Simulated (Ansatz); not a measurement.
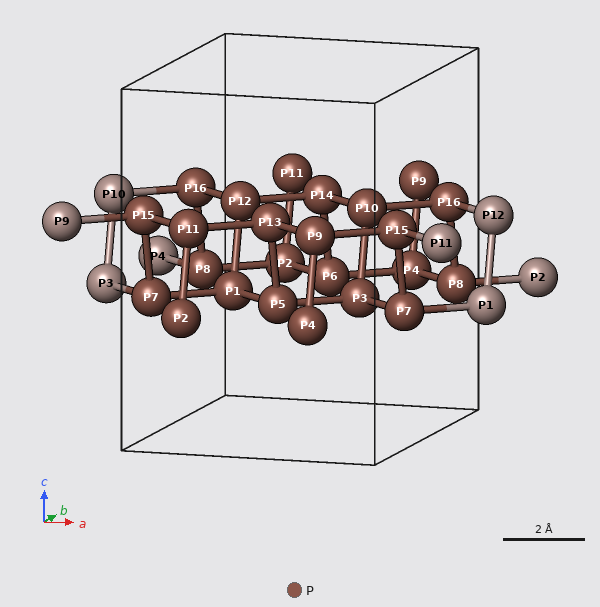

*The starting structure (ball-and-stick view of the cell of the calculation, with the vacuum cut short, seen slightly off an axis; neighbours outside the cell are drawn fainter; atoms are numbered from 1 in the order of the input). An atom can appear more than once, as a periodic image.*

P: geometry relaxation (part 1 of 2)

- system: P (slab, 16 atoms in the cell)
- method: DFT PBE+D3(BJ), scalar-relativistic, plane waves, PAW, no spin polarisation (Ansatz 0.2.0)

The structure derives from an entry of the Crystallography Open Database. The input holds or restrains some coordinates. Forces given for the steps count only the free coordinates. It belongs to a series of runs on one base structure; here: clean slab, lower planes held. Figures and captions count atoms from 1; the log counts them from 0 in places.

### Input file
```yaml
crystal:
  lattice:
    - [6.64504867, 0.0, 0.0]
    - [0.0, 8.3337232404, 0.0]
    - [0.0, 0.0, 18.1683550291]
  atoms:
    - { symbol: P, position: [0.25, 0.4640486038, 0.4403260497] }
    - { symbol: P, position: [0.25, 0.9640486038, 0.4403260497] }
    - { symbol: P, position: [0.75, 0.4640486038, 0.4403260497] }
    - { symbol: P, position: [0.75, 0.9640486038, 0.4403260497] }
    - { symbol: P, position: [0.5, 0.2859513962, 0.4403260497] }
    - { symbol: P, position: [0.5, 0.7859513962, 0.4403260497] }
    - { symbol: P, position: [0.0, 0.2859513962, 0.4403260497] }
    - { symbol: P, position: [0.0, 0.7859513962, 0.4403260497] }
    - { symbol: P, position: [0.75, 0.0359513962, 0.5596739503] }
    - { symbol: P, position: [0.75, 0.5359513962, 0.5596739503] }
    - { symbol: P, position: [0.25, 0.0359513962, 0.5596739503] }
    - { symbol: P, position: [0.25, 0.5359513962, 0.5596739503] }
    - { symbol: P, position: [0.5, 0.2140486038, 0.5596739503] }
    - { symbol: P, position: [0.5, 0.7140486038, 0.5596739503] }
    - { symbol: P, position: [0.0, 0.2140486038, 0.5596739503] }
    - { symbol: P, position: [0.0, 0.7140486038, 0.5596739503] }
basis:
  ecutwfc: 420
kpoints:
  mp_grid: { grid: [3, 3, 1] }
hamiltonian:
  xc: pbe
  dispersion: d3bj
scf:
  occupations: { method: gaussian, width: 0.1 }
output:
  forces: true
  eigenvalues: true
  write_density: true
  write_potential: true
  elf: true
  volumetric_format: npy
relax:
  adjacent_minimum: "off"
  f_tol: 0.03
  max_steps: 70
  constraints: [{ sites: [0, 1, 2, 3, 4, 5, 6, 7] }]
efield:
  axis: 3
  dipole_correction: true
  ramp_width: 0.04
```

Machine: 2 threads of Arm Neoverse V1, 24 GiB of memory available, shared host.

Launch command:
```bash
ansatz run input.yaml --threads 2 --pin off --max-ram 5120MiB --backend cpu --events-out ev --progress --plain --runs-dir out
```

### Output
```
Engine: ansatz 0.2.0, aarch64-unknown-linux-gnu
Pseudopotentials: kind: paw
Pseudopotential: P, paw, valence charge 5, recommended cutoff 420 eV (normal), P.paw.azcp
Functional definition: PBE
  parameter kappa = 0.804
  parameter beta = 0.06672455060314922
  exchange = pbe_x(kappa = kappa, mu = beta*pi^2/3)
  correlation = pbe_c(beta = beta)
Crystal: 16 atoms, lattice volume = 1006.127 Å³
Basis set: ecut = 420 eV, 19637 PW (Γ), exchange–correlation on 90×120×250 points (8 copies of the dense FFT grid, shifted against one another)
Bands: 56, of which v1, the nominal top of the filled ones, is band 40 counted from 1 (39 counted from 0)
Symmetry: 16 space group operations
k-points: 4 of 9
Non-local potential: P, projectors of the file, l = 0: 2, l = 1: 2, l = 2: 2
PAW form: soft (Blöchl's): semilocal exchange-correlation on the pseudo side does not see the compensation charge
PAW one-centre angular grid: P, 110 points (default); XC on 64 Gauss nodes
Initial density: superposition of atomic densities (neutral atoms: chi_scale 0, normalization atom), corrected by the library's trained network
Initial wavefunctions: pseudopotential atomic-orbital guess
Functional: x = pbe(κ = 0.804, μ = 0.2195149727645171), c = pbe(β = 0.06672455060314922)
SCF iter   1: F=—  HF=-12094.301610 eV  |F-HF|=—  |Δ(HF+E_count)|=         —  Δρ=1.70e-3  dr2=2.68e-2  ethr=1.77e-3  p=0.000 e·Å  D=1.05e-15 V/Å  ΔV_dip=-0.00 eV  dr2_dipole=1.33e-8  V_vac-E_F(+/−)=4.35/4.35 eV  ⟨swp⟩=13.0  Hψ=1450  notcnv=0
efield: sawtooth ramp at fractional position 0.9800 (placed from the atoms, in the widest stretch of the axis that holds none; the zero of the levels goes with the place), width 0.0400; the density the first Hamiltonian is built on has a dipole p = 0.000 e·Å; the dipole correction subtracts the counter field D = 1.05e-15 V/Å, which shifts the + side's vacuum level by -0.00 eV against the − side's; the planar-averaged density in the ramp window peaks in size at 5.3e-6 e/Å³
preconditioner: auto → LDOS  [insulator: Δε(μ)=0.233 eV  Ē_g=8.869 eV  σ=0.100 eV  W_gap=0.90  n_scr=88 (ndim 8)  ℏωp=10.5 eV  f_vac=0.643  D(μ)=0.91/eV (n_scr^D=2)  ε∞_Penn≈2.4  β→1.0]
SCF iter   2: F=—  HF=-12094.308146 eV  |F-HF|=—  |Δ(HF+E_count)|=   6.54e-3  Δρ=9.56e-4  dr2=1.74e-2  ethr=3.35e-5  p=0.000 e·Å  D=2.16e-5 V/Å  ΔV_dip=-0.00 eV  dr2_dipole=1.83e-7  V_vac-E_F(+/−)=4.40/4.40 eV  ⟨swp⟩=2.8  Hψ=534  notcnv=0  defer=3
SCF iter   3: F=—  HF=-12094.301236 eV  |F-HF|=—  |Δ(HF+E_count)|=   6.91e-3  Δρ=1.39e-4  dr2=1.43e-4  ethr=2.17e-5  p=-0.000 e·Å  D=-1.67e-5 V/Å  ΔV_dip=0.00 eV  dr2_dipole=7.33e-8  V_vac-E_F(+/−)=4.39/4.38 eV  ⟨swp⟩=2.0  Hψ=333  notcnv=0  defer=3
iter 4 did not close the SCF: its close was put off for the readings that it lacked (scf_convergence_deferred on its scf_iter line)
SCF iter   4: F=-12094.301292 eV  HF=-12094.301301 eV  |F-HF|=9.19e-6  |Δ(HF+E_count)|=   6.48e-5  Δρ=2.32e-5  dr2=1.43e-5  ethr=1.79e-7  p=0.000 e·Å  D=2.76e-5 V/Å  ΔV_dip=-0.00 eV  dr2_dipole=2.30e-7  V_vac-E_F(+/−)=4.39/4.39 eV  ⟨swp⟩=2.5  Hψ=356  notcnv=0  defer=3
iter 5 did not close the SCF: its close was put off for the readings that it lacked (scf_convergence_deferred on its scf_iter line)
SCF iter   5: F=-12094.301297 eV  HF=-12094.301301 eV  |F-HF|=3.76e-6  |Δ(HF+E_count)|=   4.06e-7  Δρ=1.27e-5  dr2=4.83e-6  ethr=1.79e-8  p=-0.000 e·Å  D=-2.34e-5 V/Å  ΔV_dip=0.00 eV  dr2_dipole=1.61e-7  V_vac-E_F(+/−)=4.39/4.39 eV  ⟨swp⟩=3.0  Hψ=390  notcnv=0  defer=3
SCF iter   6: F=-12094.301300 eV  HF=-12094.301300 eV  |F-HF|=2.66e-7  |Δ(HF+E_count)|=   6.46e-7  Δρ=4.00e-6  dr2=4.40e-7  ethr=6.04e-9  p=-0.000 e·Å  D=-1.72e-7 V/Å  ΔV_dip=0.00 eV  dr2_dipole=5.03e-11  V_vac-E_F(+/−)=4.39/4.39 eV  ⟨swp⟩=19.2  Hψ=2338  notcnv=0
SCF 1 converged in 6 iterations: F = -12094.301300 eV  dr2 = 4.40e-7
  greatest PAW one-centre occupation: 0.811 electrons in one spin orbital (limit 2), on the P atom at site 7 (counted from 0), in its partial waves of l = 0
relax step   1: F+E_penalty+E_count = -12094.30129973 eV  Δ(F+E_penalty+E_count) = +0.000e0 eV  max|allowed force component| = 1.355e-1 eV/Å  Δτ_max = 0.0000 Å  (6 SCF iters, dr2 threshold 2.25e-5 eV, accepted)
Initial density: handed on by an earlier stage of this run
Initial wavefunctions: those handed on with the density
iter 1 solved again at ethr=1.05e-6 eV; its pass at ethr=3.10e-3 eV (dr2=8.36e-4 eV) is discarded
SCF iter   1: F=—  HF=-12094.310319 eV  |F-HF|=—  |Δ(HF+E_count)|=         —  Δρ=3.79e-4  dr2=1.04e-3  ethr=1.05e-6  p=-0.000 e·Å  D=-1.67e-7 V/Å  ΔV_dip=0.00 eV  dr2_dipole=5.92e-6  V_vac-E_F(+/−)=4.38/4.38 eV  ⟨swp⟩=3.2  Hψ=842  notcnv=0  defer=36
efield: sawtooth ramp at fractional position 0.9800 (handed on by an earlier solve), width 0.0400; the density the first Hamiltonian is built on has a dipole p = -0.000 e·Å; the dipole correction subtracts the counter field D = -1.67e-7 V/Å, which shifts the + side's vacuum level by +0.00 eV against the − side's; the planar-averaged density in the ramp window peaks in size at 1.3e-7 e/Å³
preconditioner: auto → Resta (q_TF=auto, 1.789 Å⁻¹)  ε∞=2.4  [insulator: Δε(μ)=0.272 eV  Ē_g=8.894 eV  σ=0.100 eV  W_gap=0.94  n_scr=88 (ndim 8)  ℏωp=10.5 eV  f_vac=0.641  D(μ)=0.56/eV (n_scr^D=0)  ε∞_Penn≈2.4  vacuum switching on, ρ_ref=5.7e-3 e/Å³]
SCF iter   2: F=—  HF=-12094.310096 eV  |F-HF|=—  |Δ(HF+E_count)|=   2.22e-4  Δρ=1.83e-4  dr2=2.04e-4  ethr=1.05e-6  p=0.002 e·Å  D=2.82e-4 V/Å  ΔV_dip=-0.01 eV  dr2_dipole=6.69e-6  V_vac-E_F(+/−)=4.38/4.38 eV  ⟨swp⟩=2.8  Hψ=358  notcnv=0  defer=36
SCF iter   3: F=—  HF=-12094.310107 eV  |F-HF|=—  |Δ(HF+E_count)|=   1.09e-5  Δρ=6.85e-5  dr2=2.54e-4  ethr=2.55e-7  p=-0.003 e·Å  D=-4.57e-4 V/Å  ΔV_dip=0.01 eV  dr2_dipole=6.20e-5  V_vac-E_F(+/−)=4.38/4.38 eV  ⟨swp⟩=2.5  Hψ=342  notcnv=0  defer=36
SCF iter   4: F=—  HF=-12094.310077 eV  |F-HF|=—  |Δ(HF+E_count)|=   3.02e-5  Δρ=2.24e-5  dr2=1.60e-5  ethr=2.55e-7  p=0.001 e·Å  D=1.15e-4 V/Å  ΔV_dip=-0.00 eV  dr2_dipole=4.98e-6  V_vac-E_F(+/−)=4.38/4.38 eV  ⟨swp⟩=2.0  Hψ=262  notcnv=0  defer=36
SCF iter   5: F=-12094.310075 eV  HF=-12094.310075 eV  |F-HF|=2.81e-7  |Δ(HF+E_count)|=   1.54e-6  Δρ=7.22e-6  dr2=6.09e-7  ethr=1.43e-9  p=-0.000 e·Å  D=-4.09e-5 V/Å  ΔV_dip=0.00 eV  dr2_dipole=1.21e-7  V_vac-E_F(+/−)=4.38/4.38 eV  ⟨swp⟩=20.5  Hψ=2442  notcnv=0
SCF 2 converged in 5 iterations: F = -12094.310075 eV  dr2 = 6.09e-7
relax step   2: F+E_penalty+E_count = -12094.31007515 eV  Δ(F+E_penalty+E_count) = -8.775e-3 eV  max|allowed force component| = 6.039e-2 eV/Å  Δτ_max = 0.0104 Å  (5 SCF iters, dr2 threshold 1.15e-6 eV, accepted)
SCF iter   1: F=—  HF=-12094.312252 eV  |F-HF|=—  |Δ(HF+E_count)|=         —  Δρ=2.92e-4  dr2=6.16e-4  ethr=7.26e-6  p=-0.000 e·Å  D=-4.09e-5 V/Å  ΔV_dip=0.00 eV  dr2_dipole=5.99e-6  V_vac-E_F(+/−)=4.37/4.37 eV  ⟨swp⟩=3.0  Hψ=567  notcnv=0  defer=31
efield: sawtooth ramp at fractional position 0.9800 (handed on by an earlier solve), width 0.0400; the density the first Hamiltonian is built on has a dipole p = -0.000 e·Å; the dipole correction subtracts the counter field D = -4.09e-5 V/Å, which shifts the + side's vacuum level by +0.00 eV against the − side's; the planar-averaged density in the ramp window peaks in size at 1.3e-7 e/Å³
preconditioner: auto → Resta (q_TF=auto, 1.789 Å⁻¹)  ε∞=2.4  [insulator: Δε(μ)=0.310 eV  Ē_g=8.907 eV  σ=0.100 eV  W_gap=0.97  n_scr=88 (ndim 8)  ℏωp=10.5 eV  f_vac=0.641  D(μ)=0.32/eV (n_scr^D=0)  ε∞_Penn≈2.4  vacuum switching on, ρ_ref=5.8e-3 e/Å³]
SCF iter   2: F=—  HF=-12094.312155 eV  |F-HF|=—  |Δ(HF+E_count)|=   9.67e-5  Δρ=1.40e-4  dr2=1.33e-4  ethr=7.71e-7  p=0.001 e·Å  D=2.50e-4 V/Å  ΔV_dip=-0.00 eV  dr2_dipole=8.94e-6  V_vac-E_F(+/−)=4.37/4.37 eV  ⟨swp⟩=2.2  Hψ=394  notcnv=0  defer=31
SCF iter   3: F=—  HF=-12094.312162 eV  |F-HF|=—  |Δ(HF+E_count)|=   6.55e-6  Δρ=6.46e-5  dr2=2.03e-4  ethr=1.66e-7  p=-0.003 e·Å  D=-4.53e-4 V/Å  ΔV_dip=0.01 eV  dr2_dipole=4.96e-5  V_vac-E_F(+/−)=4.38/4.37 eV  ⟨swp⟩=2.2  Hψ=290  notcnv=0  defer=31
SCF iter   4: F=—  HF=-12094.312136 eV  |F-HF|=—  |Δ(HF+E_count)|=   2.61e-5  Δρ=1.77e-5  dr2=8.51e-6  ethr=1.66e-7  p=0.000 e·Å  D=2.34e-5 V/Å  ΔV_dip=-0.00 eV  dr2_dipole=2.57e-6  V_vac-E_F(+/−)=4.37/4.37 eV  ⟨swp⟩=2.0  Hψ=262  notcnv=0  defer=31
SCF iter   5: F=—  HF=-12094.311912 eV  |F-HF|=—  |Δ(HF+E_count)|=   2.24e-4  Δρ=5.69e-6  dr2=3.01e-7  ethr=1.06e-8  p=-0.001 e·Å  D=-9.55e-5 V/Å  ΔV_dip=0.00 eV  dr2_dipole=2.78e-8  V_vac-E_F(+/−)=4.37/4.37 eV  ⟨swp⟩=2.5  Hψ=320  notcnv=0  defer=31
SCF iter   6: F=-12094.311912 eV  HF=-12094.311912 eV  |F-HF|=3.88e-9  |Δ(HF+E_count)|=   3.61e-8  Δρ=7.40e-7  dr2=9.65e-9  ethr=1.25e-10  p=-0.001 e·Å  D=-1.28e-4 V/Å  ΔV_dip=0.00 eV  dr2_dipole=2.24e-9  V_vac-E_F(+/−)=4.37/4.37 eV  ⟨swp⟩=19.5  Hψ=2115  notcnv=0
SCF 3 converged in 6 iterations: F = -12094.311912 eV  dr2 = 9.65e-9
relax step   3: F+E_penalty+E_count = -12094.31191230 eV  Δ(F+E_penalty+E_count) = -1.837e-3 eV  max|allowed force component| = 3.187e-3 eV/Å  Δτ_max = 0.0078 Å  (6 SCF iters, accepted)
```

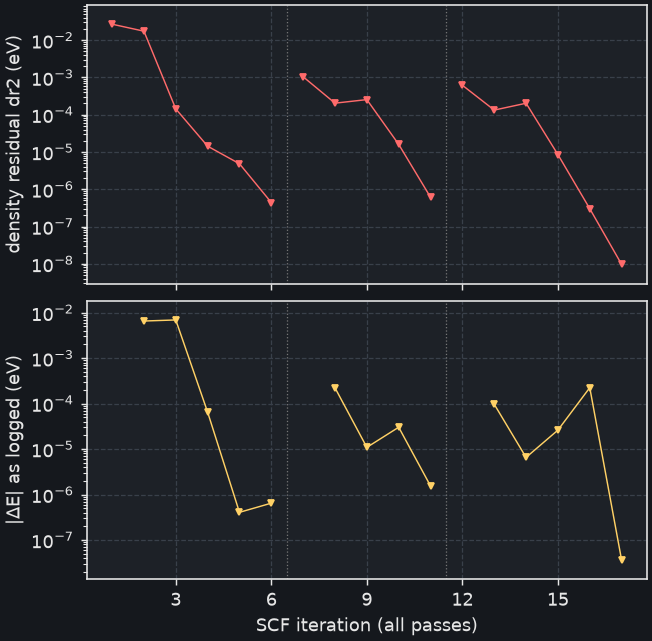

*Convergence of the self-consistent field: density residual dr2 and size of the energy change against the SCF iteration. The dotted lines part the SCF passes of the relaxation: geometry steps, rejected trials and re-solves on a re-selected basis.*

The passes take 6, 5 and 6 iterations.

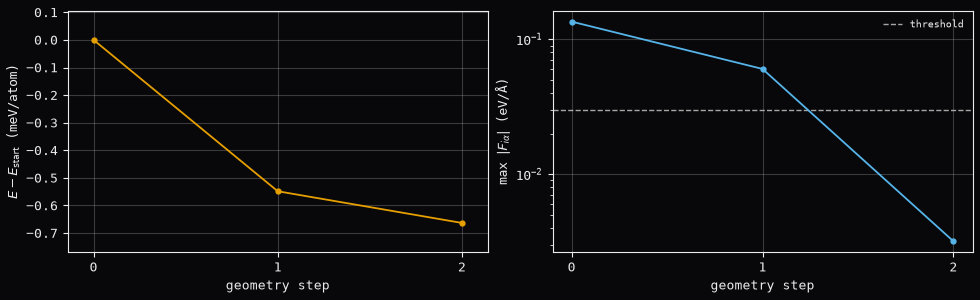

*Progress of the restrained relaxation, step by step (the first geometry is step 0 here and step 1 in the log).*

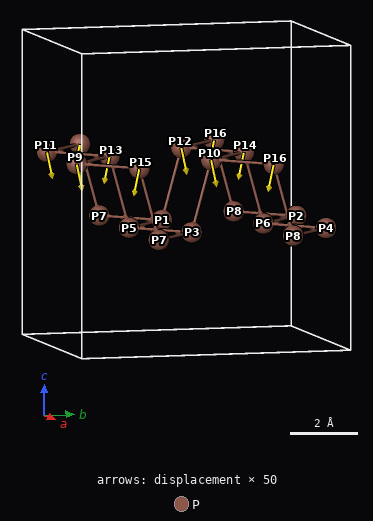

*The starting structure with the displacements as yellow arrows, magnified 50 times (ball-and-stick view of the cell of the calculation, with the vacuum cut short, seen slightly off an axis).*

The largest moves, 0.018 Å, are those of 8 atoms (P9, P10, P11, P12 and others). The lattice vectors keep their values. Among the contacts that change: P1–P12 2.250 → 2.234 Å, P10–P14 2.228 → 2.223 Å. After 2 geometry steps the energy has fallen by 0.7 meV per atom. The largest force component goes from 0.14 to 0.0032 eV/Å. (Atoms are counted from 1 in the order of the input.)

```
SCF converged after 6 iterations
Free energy (F): -12094.311912 eV
Harris-Foulkes:  -12094.311912 eV  (|F-HF|=3.88e-9)
Internal energy: -12094.310271 eV  (E = F + TS)
E sigma→0 (E₀):  -12094.311092 eV
Entropy (-TS):   -0.001641 eV (-0.103 meV/atom)
Fermi energy:    -0.774159 eV
Dipole field:    D = -0.000157 V/Å  (p = -0.000871 e·Å, saw-weighted, corrected)
Work function:   Φ+ = 4.3748 eV   Φ− = 4.3720 eV
Levels:          The Fermi level and band energies are counted from a zero that moves with the ramp; work functions are not
--- Per-component energies (eV) ---
  E_band       = -593.729778
  E_kinetic    = 1126.161544
  E_local      = -19566.283661  (includes V_loc(G=0)·N_el)
  E_nonlocal   = 543.480968
  E_hartree    = 9196.683620
  E_xc         = -982.210088
  E_vxc        = -969.828857  (∫ρ·V_xc dr)
  E_paw        = -9109.507618  (= ΣΔE_a)
  E_vpaw       = -120.632358  (= ΣTr[D̂ρ^β])
  E_aug_tail   = 0.000050  (compensation charges beyond the density's cutoff)
  E_efield     = 0.000000  (sawtooth field / dipole correction)
  E_vefield    = -0.000111  (∫n·V_field dr)
  E_ewald      = 6701.561234
  E_disp       = -4.196320  (pairwise vdW)
  E_smearing   = -0.001641  (= −TS)
  E_closure    = -0.000000  (closes the sum)
  Σ components = -12094.311912   (vs F -12094.311912, Δ=0.00e0)
```
